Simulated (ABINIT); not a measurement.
## Run report: CuI, positron calculation (part 1 of 2)

CuI (P-3m1, 4 atoms in the cell), computed with Kohn-Sham DFT of a periodic cell, LDA, JTH PAW LDA v2.0, no spin polarisation (ABINIT 10.8.3).

The structure derives from a Materials Project entry.

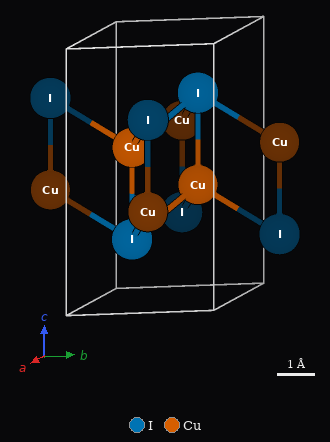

The structure as given in the input (ball-and-stick view of the cell of the calculation, seen slightly off an axis; neighbours outside the cell are drawn fainter).

Key numbers:

```tsv
quantity	value
outcome	converged
space group (tolerance 0.01 Å)	P-3m1 (164)
electrons treated	52
free energy	−11422.8257 eV
positron lifetime (one of the program's estimates)	309.0 ps
Fermi energy of the self-consistent step	−1.097 eV
gap on the k-point mesh	1.45 eV
pressure	−3.58 GPa
largest force (length of the vector)	0.367 eV/Å
hardware	1 thread of Arm Neoverse V1, 24 GiB of memory available, shared host
wall time	1.9 min
peak memory	0.16 GiB
```

Remarks:

Points of doubt noted for this run: cutoff too low for stress; PAW basis incomplete for positron.

Input:
```
# Datasets
ndtset 2

# Pseudopotentials
pp_dirpath "./"
pseudos "I.LDA_PW-JTH.xml, Cu.LDA_PW-JTH.xml"

# Structure
acell 3*1.0 Angstrom
rprim
     4.1286179350     0.0000000000     0.0000000000
    -2.0643089675     3.5754880142     0.0000000000
     0.0000000000     0.0000000000     7.4781060413
ntypat 2
znucl 53 29
natom 4
typat 1 1 2 2
xred
            2/3            1/3   0.2452517500
            1/3            2/3   0.7547482500
            1/3            2/3   0.4100475600
            2/3            1/3   0.5899524400

# Plane-wave basis
ecut 22.0
pawecutdg 44.0

# Exchange and correlation
ixc 7

# SCF cycle
nstep 80

# Output
iomode 3
prteig 0
prtebands 0
prtwf 0

# Dataset 1: electrons
kptopt1 1
ngkpt1 6 6 3
nshiftk1 1
shiftk1 0.0 0.0 0.0
nband1 32
occopt1 3
tsmear1 0.05 eV
tolvrs1 1.0e-10
prtden1 1

# Dataset 2: positron in the electrons' density
positron2 1
ixcpositron2 31
getden2 1
kptopt2 0
nkpt2 1
kpt2 0.0 0.0 0.0
nband2 1
occopt2 2
occ2 1.0
posocc2 1.0
toldfe2 1.0e-7
nline2 10
nnsclo2 2
optforces2 0
optstress2 0
prtden2 0
```

Run as:
```bash
abinit run.abi > log 2>&1
```

Output:
```
.Version 10.8.3 of ABINIT
 DATASET    1 : space group P-3 m 1 (#164); Bravais hP (primitive hexag.)
================================================================================
 Values of the parameters that define the memory need for DATASET  1.
     intxc =       0    ionmov =       0      iscf =      17    lmnmax =      18
     lnmax =       6     mgfft =      60  mpssoang =       3    mqgrid =    4220
     natom =       4  nloc_mem =       2    nspden =       1   nspinor =       1
    nsppol =       1      nsym =      12    n1xccc =       1    ntypat =       2
    occopt =       3   xclevel =       1
       mpw =        3684          nfft =       77760          nkpt =          17
 PAW method is used; the additional fine FFT grid is defined by:
   mgfftf=        90    nfftf =    207360
================================================================================
================================================================================

 DATASET    2 : space group P-3 m 1 (#164); Bravais hP (primitive hexag.)
================================================================================
 Values of the parameters that define the memory need for DATASET  2.
     intxc =       0    ionmov =       0      iscf =      17    lmnmax =      18
     lnmax =       6     mgfft =      60  mpssoang =       3    mqgrid =    4220
     natom =       4  nloc_mem =       2    nspden =       1   nspinor =       1
    nsppol =       1      nsym =      12    n1xccc =       1    ntypat =       2
    occopt =       2   xclevel =       1
       mpw =        1830          nfft =       77760          nkpt =           1
 PAW method is used; the additional fine FFT grid is defined by:
   mgfftf=        90    nfftf =    207360
================================================================================
================================================================================

--------------------------------------------------------------------------------
------------- Echo of variables that govern the present computation ------------
--------------------------------------------------------------------------------
 -outvars: echo values of preprocessed input variables --------
            acell      1.8897261259E+00  1.8897261259E+00  1.8897261259E+00 Bohr
              amu      1.26904470E+02  6.35460000E+01
             ecut      2.20000000E+01 Hartree
           getden1          0
           getden2          1
              ixc           7
      ixcpositron1          1
      ixcpositron2         31
           jdtset        1    2
           kptopt1          1
           kptopt2          0
         kptrlatt        6    0    0      0    6    0      0    0    3
          kptrlen1     4.23947171E+01
          kptrlen2     3.00000000E+01
            natom           4
            nband1         32
            nband2          1
           ndtset           2
            ngfft          36      36      60
          ngfftdg          48      48      90
             nkpt1         17
             nkpt2          1
            nline1          4
            nline2         10
           nnsclo1          0
           nnsclo2          2
            nstep          80
             nsym          12
           ntypat           2
           occopt1          3
           occopt2          2
        optforces1          2
        optforces2          0
        optstress1          1
        optstress2          0
        pawecutdg      4.40000000E+01 Hartree
         positron1          0
         positron2          1
           prtden1          1
           prtden2          0
        prtebands           0
           prteig           0
            prtwf           0
            rprim      4.1286179350E+00  0.0000000000E+00  0.0000000000E+00
                      -2.0643089675E+00  3.5754880142E+00  0.0000000000E+00
                       0.0000000000E+00  0.0000000000E+00  7.4781060413E+00
           shiftk1     0.00000000E+00  0.00000000E+00  0.00000000E+00
           shiftk2     5.00000000E-01  5.00000000E-01  5.00000000E-01
          spgroup         164
           toldfe1     0.00000000E+00 Hartree
           toldfe2     1.00000000E-07 Hartree
           tolvrs1     1.00000000E-10
           tolvrs2     0.00000000E+00
           tsmear1     1.83746611E-03 Hartree
           tsmear2     1.00000000E-02 Hartree
            typat      1  1  2  2
           useylm           1
           xangst      2.0643089675E+00  1.1918293381E+00  1.8340185933E+00
                       7.4455593277E-17  2.3836586761E+00  5.6440874480E+00
                       7.4455593277E-17  2.3836586761E+00  3.0663791357E+00
                       2.0643089675E+00  1.1918293381E+00  4.4117269056E+00
            xcart      3.9009785878E+00  2.2522310378E+00  3.4657928512E+00
                       1.4070067984E-16  4.5044620755E+00  1.0665779507E+01
                       1.4070067984E-16  4.5044620755E+00  5.7946167646E+00
                       3.9009785878E+00  2.2522310378E+00  8.3369555940E+00
             xred      6.6666666667E-01  3.3333333333E-01  2.4525175000E-01
                       3.3333333333E-01  6.6666666667E-01  7.5474825000E-01
                       3.3333333333E-01  6.6666666667E-01  4.1004756000E-01
                       6.6666666667E-01  3.3333333333E-01  5.8995244000E-01
            znucl       53.00000   29.00000

================================================================================

 chkinp: Checking input parameters for consistency, jdtset=   1.

 chkinp: Checking input parameters for consistency, jdtset=   2.

================================================================================
== DATASET  1 ==================================================================

--- !DatasetInfo
iteration_state: {dtset: 1, }
dimensions: {natom: 4, nkpt: 17, mband: 32, nsppol: 1, nspinor: 1, nspden: 1, mpw: 3684, }
cutoff_energies: {ecut:  22.0, pawecutdg:  44.0, }
electrons: {nelect:   5.20000000E+01, charge:   0.00000000E+00, occopt:   3.00000000E+00, tsmear:   1.83746611E-03, }
meta: {optdriver: 0, ionmov: 0, optcell: 0, iscf: 17, paral_kgb: 0, }
...

 Exchange-correlation functional for the present dataset will be:
  LDA: Perdew-Wang 92 LSD fit to Ceperley-Alder data - ixc=7
  J.P.Perdew and Y.Wang, PRB 45, 13244 (1992)

 Real(R)+Recip(G) space primitive vectors, cartesian coordinates (Bohr,Bohr^-1):
 R(1)=  7.8019572  0.0000000  0.0000000  G(1)=  0.1281730  0.0740007  0.0000000
 R(2)= -3.9009786  6.7566931  0.0000000  G(2)=  0.0000000  0.1480014  0.0000000
 R(3)=  0.0000000  0.0000000 14.1315724  G(3)=  0.0000000  0.0000000  0.0707635
 Unit cell volume ucvol=  7.4495192E+02 bohr^3
 Angles (23,13,12)=  9.00000000E+01  9.00000000E+01  1.20000000E+02 degrees

 Coarse grid specifications (used for wave-functions):

 getcut: wavevector=  0.0000  0.0000  0.0000  ngfft=  36  36  60
         ecut(hartree)=     22.000   => boxcut(ratio)=   2.01087

 Fine grid specifications (used for densities):

 getcut: wavevector=  0.0000  0.0000  0.0000  ngfft=  48  48  90
         ecut(hartree)=     44.000   => boxcut(ratio)=   2.06037

--- Pseudopotential description ------------------------------------------------
- pspini: atom type   1  psp file is ./I.LDA_PW-JTH.xml
 Pseudopotential format is: paw10
 basis_size (lnmax)=  4 (lmn_size=  8), orbitals=   0   0   1   1
 Spheres core radius: rc_sph= 2.30022271
 Shapefunction is SIN type: shapef(r)=[sin(pi*r/rshp)/(pi*r/rshp)]**2
 Radius for shape functions =  2.10879093
 Compensation charge density is not taken into account in XC energy/potential

- pspini: atom type   2  psp file is ./Cu.LDA_PW-JTH.xml
 Pseudopotential format is: paw10
 basis_size (lnmax)=  6 (lmn_size= 18), orbitals=   0   0   1   1   2   2
 Spheres core radius: rc_sph= 2.00090475
 Shapefunction is SIN type: shapef(r)=[sin(pi*r/rshp)/(pi*r/rshp)]**2
 Radius for shape functions =  1.80603571
 Compensation charge density is not taken into account in XC energy/potential

   1.23057914E+04                                ecore*ucvol(ha*bohr**3)
--------------------------------------------------------------------------------

================================================================================

--- !BeginCycle
iteration_state: {dtset: 1, }
solver: {iscf: 17, nstep: 80, nline: 4, wfoptalg: 10, }
tolerances: {tolvrs: 1.00E-10, }
...

     iter   Etot(hartree)      deltaE(h)  residm     nres2
 ETOT  1  -417.36318695780    -4.174E+02 5.835E+01 2.157E+01
 ETOT  2  -419.88787691313    -2.525E+00 3.596E-02 3.495E+01
 ETOT  3  -419.77892444497     1.090E-01 3.634E-02 6.035E-01
 ETOT  4  -419.78265440108    -3.730E-03 9.679E-03 4.145E-01
 ETOT  5  -419.78151681455     1.138E-03 2.965E-03 1.085E-01
 ETOT  6  -419.78111615181     4.007E-04 2.290E-03 7.346E-03
 ETOT  7  -419.78111243103     3.721E-06 3.049E-03 3.624E-03
 ETOT  8  -419.78110687527     5.556E-06 6.896E-04 1.885E-03
 ETOT  9  -419.78110192788     4.947E-06 6.528E-04 1.636E-04
 ETOT 10  -419.78110299813    -1.070E-06 6.467E-04 3.085E-04
 ETOT 11  -419.78110240186     5.963E-07 4.599E-04 1.275E-05
 ETOT 12  -419.78110235076     5.110E-08 3.891E-04 9.255E-07
 ETOT 13  -419.78110235399    -3.228E-09 2.366E-04 1.774E-07
 ETOT 14  -419.78110235557    -1.588E-09 1.865E-04 1.497E-07
 ETOT 15  -419.78110235522     3.588E-10 1.050E-04 6.378E-09
 ETOT 16  -419.78110235521     6.878E-12 7.997E-05 2.302E-09
 ETOT 17  -419.78110235520     4.604E-12 4.378E-05 3.410E-10
 ETOT 18  -419.78110235521    -1.592E-12 3.276E-05 1.185E-11

 At SCF step   18       nres2   =  1.18E-11 < tolvrs=  1.00E-10 =>converged.

 Cartesian components of stress tensor (hartree/bohr^3)
  sigma(1 1)=  1.22784199E-04  sigma(3 2)=  0.00000000E+00
  sigma(2 2)=  1.22784199E-04  sigma(3 1)=  0.00000000E+00
  sigma(3 3)=  1.19427291E-04  sigma(2 1)=  0.00000000E+00

--- !ResultsGS
iteration_state: {dtset: 1, }
comment   : Summary of ground state results
lattice_vectors:
- [  7.8019572,   0.0000000,   0.0000000, ]
- [ -3.9009786,   6.7566931,   0.0000000, ]
- [  0.0000000,   0.0000000,  14.1315724, ]
lattice_lengths: [   7.80196,    7.80196,   14.13157, ]
lattice_angles: [ 90.000,  90.000, 120.000, ] # degrees, (23, 13, 12)
lattice_volume:   7.4495192E+02
convergence: {deltae: -1.592E-12, res2:  1.185E-11, residm:  3.276E-05, diffor: null, }
etotal    :  -4.19781102E+02
entropy   :   0.00000000E+00
fermie    :  -4.03288515E-02
cartesian_stress_tensor: # hartree/bohr^3
- [  1.22784199E-04,   0.00000000E+00,   0.00000000E+00, ]
- [  0.00000000E+00,   1.22784199E-04,   0.00000000E+00, ]
- [  0.00000000E+00,   0.00000000E+00,   1.19427291E-04, ]
pressure_GPa:  -3.5795E+00
xred      :
- [  6.6667E-01,   3.3333E-01,   2.4525E-01,  I]
- [  3.3333E-01,   6.6667E-01,   7.5475E-01,  I]
- [  3.3333E-01,   6.6667E-01,   4.1005E-01, Cu]
- [  6.6667E-01,   3.3333E-01,   5.8995E-01, Cu]
cartesian_forces: # hartree/bohr
- [  3.45124327E-29,   6.17698632E-28,   7.14510252E-03, ]
- [ -1.03537298E-28,   5.37995583E-28,  -7.14510252E-03, ]
- [ -1.62208434E-27,  -1.53428370E-27,   7.44464751E-04, ]
- [  1.69110920E-27,   3.78589484E-28,  -7.44464751E-04, ]
force_length_stats: {min:   7.44464751E-04, max:   7.14510252E-03, mean:   3.94478364E-03, }
...

 Integrated electronic density in atomic spheres:
 ------------------------------------------------
 Atom  Sphere_radius  Integrated_density
    1        2.30022          3.99510861
    2        2.30022          3.99510861
    3        2.00090         17.36683060
    4        2.00090         17.36683060

================================================================================

 ----iterations are completed or convergence reached----

 Mean square residual over all n,k,spin=   62.486E-09; max=  32.759E-06
 reduced coordinates (array xred) for    4 atoms
       0.666666666667      0.333333333333      0.245251750000
       0.333333333333      0.666666666667      0.754748250000
       0.333333333333      0.666666666667      0.410047560000
       0.666666666667      0.333333333333      0.589952440000
 rms dE/dt=  4.1445E-02; max dE/dt=  1.0097E-01; dE/dt below (all hartree)
    1       0.000000000000      0.000000000000     -0.100971533302
    2       0.000000000000      0.000000000000      0.100971533302
    3       0.000000000000      0.000000000000     -0.010520457498
    4      -0.000000000000      0.000000000000      0.010520457498
```
